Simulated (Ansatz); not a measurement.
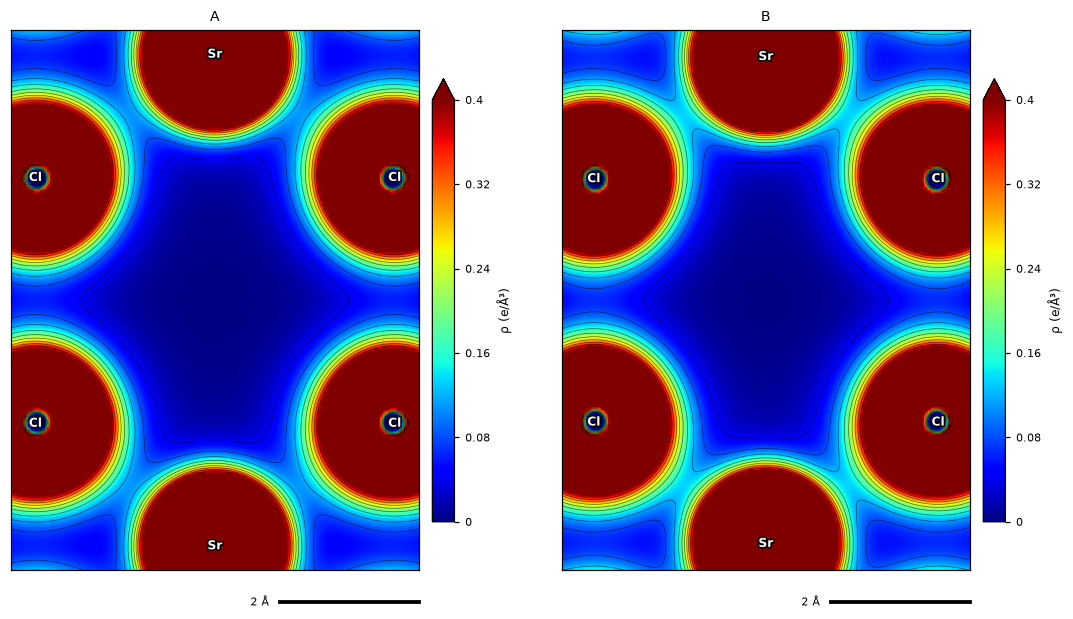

SrCl2. The valence electron density of two cells that differ in size and shape, on the (101̄) plane of each (indices in the axes of the calculation cell), at one length scale and on one colour scale: A has 31.4 Å³ an atom and B 28.6.

Level of theory: DFT PBE, scalar-relativistic, plane waves, PAW (Ansatz).

In a PAW calculation such maps are meaningful between the atoms, not at the nuclei.

What changes from the larger cell to the smaller?

From the larger cell to the smaller, Sr–Cl goes from 3.13 to 3.03 Å, and the density at its midpoint from 0.11 to 0.14 e/Å³; the pressure goes from −2.1 to 0.6 GPa; the Kohn–Sham gap goes from 4.7 eV to 5.3 eV.
